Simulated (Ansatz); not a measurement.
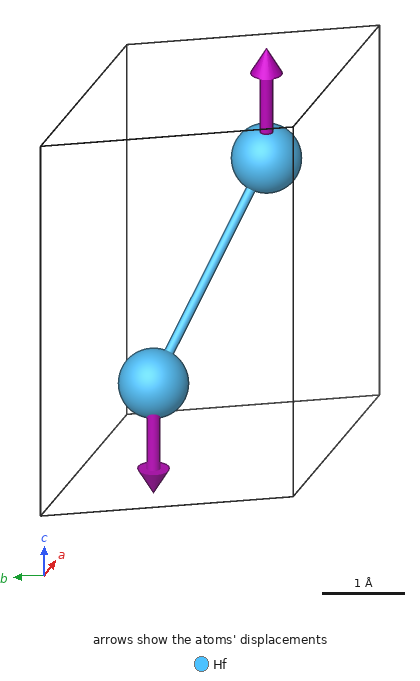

One vibrational mode of crystalline Hf at the zone centre. The purple arrows give the relative displacements of the atoms. A ball-and-stick model of the cell of the calculation, seen from a free direction.

Theory: DFT PBEsol, scalar-relativistic, plane waves, PAW (Ansatz). Settings: plane-wave cutoff 420 eV; k-point mesh 18 × 18 × 8; occupations fermi dirac; smearing width 0.15 eV; no spin polarisation.

The frequencies depend somewhat on the k-mesh and the smearing.

Question: What mode is this, and where does it lie in the spectrum?

Answer: This is the B₁g mode at 112 cm⁻¹, the highest optical level, silent by symmetry (neither infrared- nor Raman-active). All motion is along c; atoms of one kind move against one another, with no net shift of their sublattice.
